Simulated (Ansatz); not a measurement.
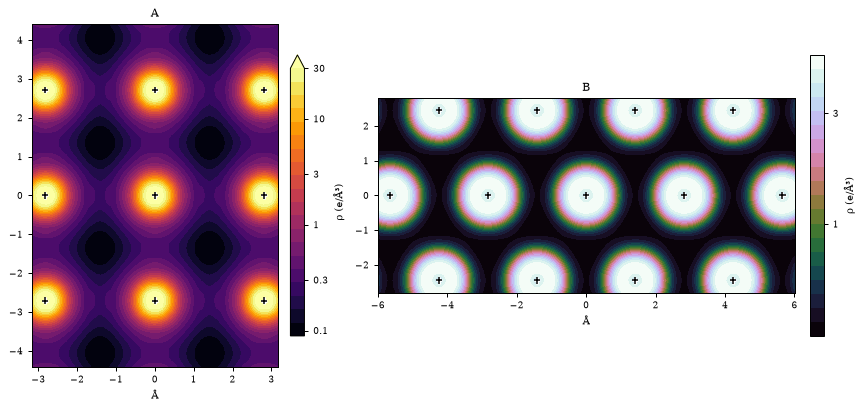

The valence pseudo-density of 2 systems, each on a plane through atoms (crosses mark nuclei in the plane).

All numbers below come from Ansatz, Kohn-Sham DFT of a periodic cell, PBEsol0, Ansatz PAW.

System 1: Ge, the (100) plane of the conventional cell. Space group P6/mmm; a structure from a database of computed crystals, not necessarily the ambient phase.

System 2: W, the (111) plane of the conventional cell. Space group Fm-3m.

```
CELL_PARAMETERS angstrom
3.99629 0.00000 0.00000
0.00000 3.99629 0.00000
0.00000 0.00000 3.99629
ATOMIC_POSITIONS crystal
W 0.00000 0.00000 0.00000
W 0.50000 0.50000 0.00000
W 0.50000 0.00000 0.50000
W 0.00000 0.50000 0.50000
```

Q: Match each panel to its system.

A: Panel A is system 1, Ge: the plane holds Ge. Ge–Ge (2.71 Å): ρ at the midpoint is about 0.36 e/Å³. Panel B is system 2, W: the plane holds W. W–W (2.83 Å): the density is about 0.37 e/Å³ at the midpoint.
